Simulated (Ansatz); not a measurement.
```
Cs Pb Br
1.0
     8.25500    0.00000    0.00000
     0.00000   11.75900    0.00000
     0.00000    0.00000    8.20700
Cs Pb Br
4 4 12
Direct
  0.97100 0.25000 0.99000
  0.02900 0.75000 0.01000
  0.52900 0.75000 0.49000
  0.47100 0.25000 0.51000
  0.00000 0.00000 0.50000
  0.00000 0.50000 0.50000
  0.50000 0.00000 0.00000
  0.50000 0.50000 0.00000
  0.50500 0.25000 0.04600
  0.49500 0.75000 0.95400
  0.99500 0.75000 0.54600
  0.00500 0.25000 0.45400
  0.20500 0.02500 0.79300
  0.79500 0.52500 0.20700
  0.29500 0.97500 0.29300
  0.70500 0.47500 0.70700
  0.79500 0.97500 0.20700
  0.20500 0.47500 0.79300
  0.70500 0.02500 0.70700
  0.29500 0.52500 0.29300
```

Space group Pnma.

Level of theory: DFT PBE0, scalar-relativistic, plane waves, PAW in Ansatz 0.2.0.

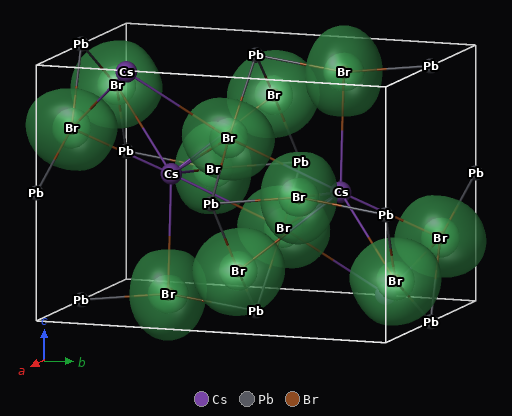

CsPbBr3. Isosurface of the ELF at 0.7 (green), seen slightly off an axis. Core shells and regions of very low density are left out. Sticks mark near contacts.

Q: Where are the electrons localised?

A: The surface consists of twelve regions wrapped around Br (the valence shell of each), counted in one cell of 20 atoms. Any copies at cell faces, edges or corners count once. Along the contacts the grid gives the following. Pb–Br (2.96 Å): the ELF is about 0.25 at the midpoint. Cs–Br (3.65 Å): the ELF is about 0.05 at the midpoint (a closed-shell, largely ionic contact).
